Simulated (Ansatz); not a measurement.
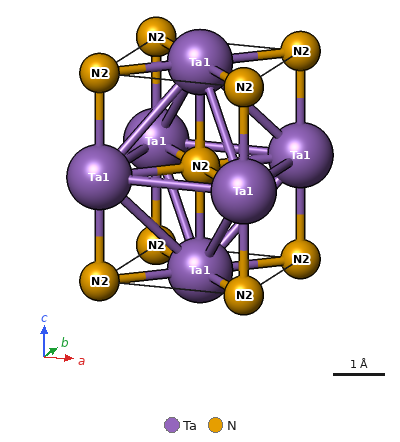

Fig. 1: The structure (ball-and-stick view of the cell 2 times as large as that of the calculation, set on its symmetry axes, seen slightly off an axis; atoms are numbered from 1 in the order of the input). An atom can appear more than once, as a periodic image.

## What a change does: single-point calculation on TaN

System: TaN (I4/mmm, 2 atoms in the cell).
Method of the first run: DFT r2SCAN, scalar-relativistic, plane waves, PAW, no spin polarisation (Ansatz 0.2.0).

The structure derives from an entry of the Crystallography Open Database. Text and figures count atoms from 1; the logs count them from 0 in places.

Input, the first run:
```yaml
crystal:
  lattice:
    - [0.0, 2.13542, 2.179]
    - [2.179, 0.0, 2.179]
    - [2.179, 2.13542, 0.0]
  atoms:
    - { symbol: Ta, position: [0.5, 0.5, 0.5] }
    - { symbol: "N", position: [0.0, 0.0, 0.0] }
basis:
  ecutwfc: 500
kpoints:
  mp_grid: { grid: [18, 18, 18] }
hamiltonian:
  xc: r2scan
scf:
  occupations: { method: gaussian, width: 0.15 }
output:
  forces: true
  stress: true
  eigenvalues: true
```

Launched with:
```bash
ansatz run input.yaml --threads 1 --pin off --max-ram 2560MiB --backend cpu --events-out ev --progress --plain --runs-dir out
```

Hardware: 1 thread of Intel Xeon @ 2.50GHz (Skylake/Cascade Lake), 189 GiB of memory available, shared host.

Output, shortened to warnings, some set-up lines, iterations and results (the first run):
```
Basis set: ecut = 500 eV, 531 PW (Γ), exchange–correlation on 96×96×96 points (64 copies of the dense FFT grid, shifted against one another)
Symmetry: 16 space group operations
k-points: 480 of 5832
Initial density: superposition of atomic densities (neutral atoms: chi_scale 0, normalization atom), corrected by the library's trained network
[...]
SCF iter   1: F=—  HF=-10330.914212 eV  |F-HF|=—  |Δ(HF+E_count)|=         —  Δρ=7.42e-3  dr2=3.55e-3  dr2_τ=1.55e-1  ethr=1.77e-3  ⟨swp⟩=5.5  Hψ=78257  notcnv=0  defer=83
SCF iter   2: F=—  HF=-10330.994103 eV  |F-HF|=—  |Δ(HF+E_count)|=   7.99e-2  Δρ=6.31e-3  dr2=5.17e-3  dr2_τ=3.43e-4  ethr=1.97e-5  ⟨swp⟩=2.0  Hψ=18587  notcnv=0  defer=1203
SCF iter   3: F=—  HF=-10330.994293 eV  |F-HF|=—  |Δ(HF+E_count)|=   1.90e-4  Δρ=3.76e-3  dr2=9.31e-4  dr2_τ=1.48e-4  ethr=1.97e-5  ⟨swp⟩=2.3  Hψ=8878  notcnv=0  defer=1203
SCF iter   4: F=—  HF=-10330.994974 eV  |F-HF|=—  |Δ(HF+E_count)|=   6.82e-4  Δρ=1.56e-3  dr2=5.43e-4  dr2_τ=4.21e-5  ethr=5.17e-6  ⟨swp⟩=2.5  Hψ=10489  notcnv=0  defer=1203
SCF iter   5: F=—  HF=-10330.994878 eV  |F-HF|=—  |Δ(HF+E_count)|=   9.59e-5  Δρ=8.42e-4  dr2=1.59e-4  dr2_τ=4.49e-6  ethr=3.02e-6  ⟨swp⟩=1.0  Hψ=6942  notcnv=0  defer=1203
SCF iter   6: F=—  HF=-10330.994849 eV  |F-HF|=—  |Δ(HF+E_count)|=   2.91e-5  Δρ=2.23e-4  dr2=1.14e-5  dr2_τ=2.96e-7  ethr=8.84e-7  ⟨swp⟩=1.8  Hψ=8520  notcnv=0  defer=1203
SCF iter   7: F=—  HF=-10330.994847 eV  |F-HF|=—  |Δ(HF+E_count)|=   1.82e-6  Δρ=5.44e-5  dr2=6.30e-7  dr2_τ=2.33e-8  ethr=6.32e-8  ⟨swp⟩=1.9  Hψ=8619  notcnv=0  defer=1203
SCF iter   8: F=-10330.994847 eV  HF=-10330.994847 eV  |F-HF|=1.57e-8  |Δ(HF+E_count)|=   4.18e-8  Δρ=1.22e-5  dr2=3.11e-8  dr2_τ=1.49e-9  ethr=5.56e-10  ⟨swp⟩=7.6  Hψ=39269  …
SCF 1 converged in 8 iterations: F = -10330.994847 eV  dr2 = 3.11e-8
SCF converged after 8 iterations
Free energy (F): -10330.994847 eV
Harris-Foulkes:  -10330.994847 eV  (|F-HF|=1.57e-8)
Internal energy: -10330.986351 eV  (E = F + TS)
E sigma→0 (E₀):  -10330.990599 eV
Entropy (-TS):   -0.008496 eV (-4.248 meV/atom)
Fermi energy:    22.919132 eV
--- Per-component energies (eV) ---
  E_band       = -41.579453
  E_kinetic    = 506.909857
  E_local      = -552.515409  (includes V_loc(G=0)·N_el)
  E_nonlocal   = 60.499106
  E_hartree    = 189.624701
  E_xc         = -266.939384
  E_vxc        = -310.327128  (∫ρ·V_xc dr)
  E_paw        = -8552.920289  (= ΣΔE_a)
  E_vpaw       = -141.427167  (= ΣTr[D̂ρ^β])
  E_aug_tail   = 0.000108  (compensation charges beyond the density's cutoff)
  E_vtau       = 16.030549  (kinetic-family band-sum trace: ∫τ·v_τ [+ j·A + Jᵃ·Aᵃ] dr)
  E_ewald      = -1714.859197
  E_core_change = -0.785845  (= ΣΔE_core)
  E_smearing   = -0.008496  (= −TS)
  E_closure    = 0.000000  (closes the sum)
  Σ components = -10330.994847   (vs F -10330.994847, Δ=0.00e0)
--- Forces (eV/Å), atoms counted from 1 ---
  atom   1  Ta     0.00000000     0.00000000     0.00000000
  atom   2  N     -0.00000000    -0.00000000     0.00000000
  max |Σ_I F_I| component: 2.68e-29 eV/Å
--- Stress (GPa, compression-positive) ---
       13.261624       0.000000       0.000000
        0.000000      28.883510       0.000000
        0.000000       0.000000      13.261624
  P = ⅓ Tr σ = 18.4689 GPa (184.689 kbar)
```

The input of the second run differs as follows (lines with − go, lines with + come):
```diff
-    - [0.0, 2.13542, 2.179]
+    - [0.0, 2.15721, 2.179]
-    - [2.179, 2.13542, 0.0]
+    - [2.179, 2.15721, 0.0]
```

What does this change do to the results?

With the same functional and potentials, the second run lies 15.3 meV per atom lower. The pressure goes from 18.47 to 13.92 GPa. The volume per atom goes from 10.14 to 10.24 Å³. The number of SCF iterations is the same.

Output, shortened to warnings, some set-up lines, iterations and results (the second run):
```
Basis set: ecut = 500 eV, 531 PW (Γ), exchange–correlation on 96×96×96 points (64 copies of the dense FFT grid, shifted against one another)
Symmetry: 16 space group operations
k-points: 480 of 5832
Initial density: superposition of atomic densities (neutral atoms: chi_scale 0, normalization atom), corrected by the library's trained network
[...]
SCF iter   1: F=—  HF=-10330.946713 eV  |F-HF|=—  |Δ(HF+E_count)|=         —  Δρ=7.33e-3  dr2=3.40e-3  dr2_τ=1.49e-1  ethr=1.77e-3  ⟨swp⟩=5.6  Hψ=78304  notcnv=0  defer=69
SCF iter   2: F=—  HF=-10331.024726 eV  |F-HF|=—  |Δ(HF+E_count)|=   7.80e-2  Δρ=6.26e-3  dr2=5.15e-3  dr2_τ=3.32e-4  ethr=1.89e-5  ⟨swp⟩=2.0  Hψ=18577  notcnv=0  defer=1189
SCF iter   3: F=—  HF=-10331.024940 eV  |F-HF|=—  |Δ(HF+E_count)|=   2.14e-4  Δρ=3.75e-3  dr2=9.19e-4  dr2_τ=1.62e-4  ethr=1.89e-5  ⟨swp⟩=2.2  Hψ=8907  notcnv=0  defer=1189
SCF iter   4: F=—  HF=-10331.025618 eV  |F-HF|=—  |Δ(HF+E_count)|=   6.78e-4  Δρ=1.61e-3  dr2=5.51e-4  dr2_τ=4.58e-5  ethr=5.11e-6  ⟨swp⟩=2.2  Hψ=10024  notcnv=0  defer=1189
SCF iter   5: F=—  HF=-10331.025523 eV  |F-HF|=—  |Δ(HF+E_count)|=   9.52e-5  Δρ=9.01e-4  dr2=1.86e-4  dr2_τ=5.11e-6  ethr=3.06e-6  ⟨swp⟩=1.0  Hψ=6949  notcnv=0  defer=1189
SCF iter   6: F=—  HF=-10331.025488 eV  |F-HF|=—  |Δ(HF+E_count)|=   3.42e-5  Δρ=2.85e-4  dr2=1.89e-5  dr2_τ=5.13e-7  ethr=1.04e-6  ⟨swp⟩=1.5  Hψ=7871  notcnv=0  defer=1189
SCF iter   7: F=—  HF=-10331.025488 eV  |F-HF|=—  |Δ(HF+E_count)|=   4.97e-7  Δρ=7.26e-5  dr2=1.15e-6  dr2_τ=4.00e-8  ethr=1.05e-7  ⟨swp⟩=2.0  Hψ=8601  notcnv=0  defer=1189
SCF iter   8: F=-10331.025488 eV  HF=-10331.025488 eV  |F-HF|=2.30e-8  |Δ(HF+E_count)|=   8.12e-8  Δρ=1.44e-5  dr2=4.42e-8  dr2_τ=2.03e-9  ethr=5.56e-10  ⟨swp⟩=7.7  Hψ=39488  …
SCF 1 converged in 8 iterations: F = -10331.025488 eV  dr2 = 4.42e-8
SCF converged after 8 iterations
Free energy (F): -10331.025488 eV
Harris-Foulkes:  -10331.025488 eV  (|F-HF|=2.30e-8)
Internal energy: -10331.016653 eV  (E = F + TS)
E sigma→0 (E₀):  -10331.021070 eV
Entropy (-TS):   -0.008835 eV (-4.417 meV/atom)
Fermi energy:    22.673575 eV
--- Per-component energies (eV) ---
  E_band       = -45.569449
  E_kinetic    = 506.033863
  E_local      = -559.122485  (includes V_loc(G=0)·N_el)
  E_nonlocal   = 60.307279
  E_hartree    = 191.209265
  E_xc         = -266.690294
  E_vxc        = -309.971065  (∫ρ·V_xc dr)
  E_paw        = -8552.773926  (= ΣΔE_a)
  E_vpaw       = -141.250247  (= ΣTr[D̂ρ^β])
  E_aug_tail   = 0.000107  (compensation charges beyond the density's cutoff)
  E_vtau       = 16.013044  (kinetic-family band-sum trace: ∫τ·v_τ [+ j·A + Jᵃ·Aᵃ] dr)
  E_ewald      = -1709.194617
  E_core_change = -0.785845  (= ΣΔE_core)
  E_smearing   = -0.008835  (= −TS)
  E_closure    = 0.000000  (closes the sum)
  Σ components = -10331.025488   (vs F -10331.025488, Δ=0.00e0)
--- Forces (eV/Å), atoms counted from 1 ---
  atom   1  Ta     0.00000000     0.00000000     0.00000000
  atom   2  N     -0.00000000     0.00000000    -0.00000000
  max |Σ_I F_I| component: 2.03e-29 eV/Å
--- Stress (GPa, compression-positive) ---
       11.491286       0.000000       0.000000
        0.000000      18.775800       0.000000
        0.000000       0.000000      11.491286
  P = ⅓ Tr σ = 13.9195 GPa (139.195 kbar)
```

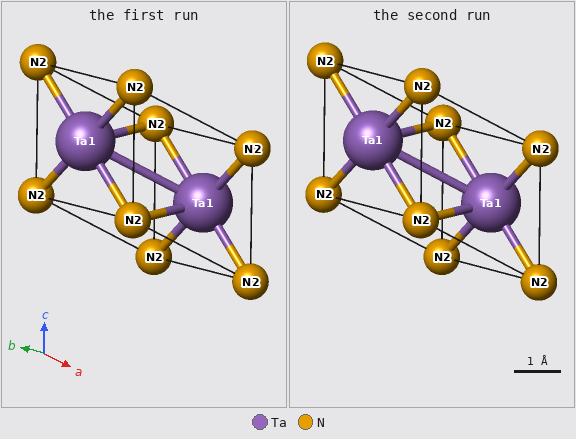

Fig. 2: The two input geometries at one scale (ball-and-stick view of the reduced cell, seen at an oblique angle). The atoms keep their places relative to the cell (all moves are under 0.005 Å). Cell: a = b = c 3.051 → 3.066 Å (+0.5 %), α 91.2° → 90.6°, β 119.3° → 119.7°, γ 119.3° → 119.7°. Volume +1.0 %. Among the contacts that change: Ta1–N2 2.135 → 2.157 Å, Ta1–Ta1 3.051 → 3.066 Å.

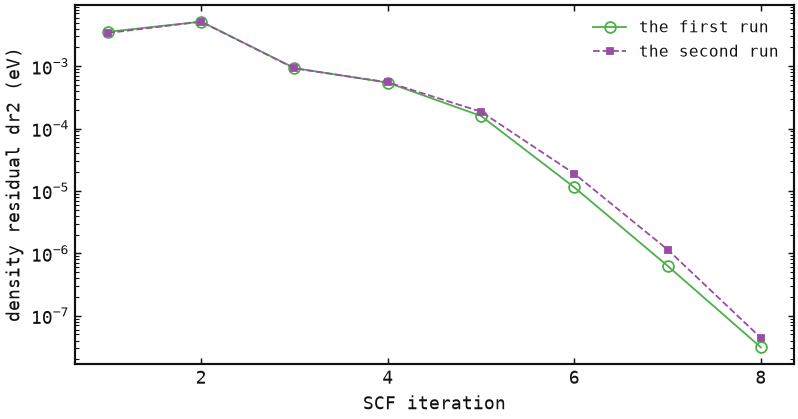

Fig. 3: Convergence of the two runs: density residual dr2 against the SCF iteration. The first run takes 8 iterations in all, and the second run takes 8.

The two runs side by side:

```csv
quantity,the first run,the second run
outcome,converged,converged
free energy per atom (eV),−5165.4974,−5165.5127
"energy per atom, smearing taken to zero (eV)",−5165.4953,−5165.5105
gap on the mesh (eV),0.00,0.00
pressure (GPa),18.47,13.92
volume per atom (Å³),10.14,10.24
largest force (eV/Å),0.000,0.000
SCF iterations,8,8
irreducible k-points,480,480
plane waves at Γ,531,531
wall time (shared host),44 s,42 s
```

For both runs: Spin–orbit coupling is left out, which matters for Ta. For the second run: The cell is under a pressure of 13.9 GPa at this level, so it is not at its equilibrium volume.
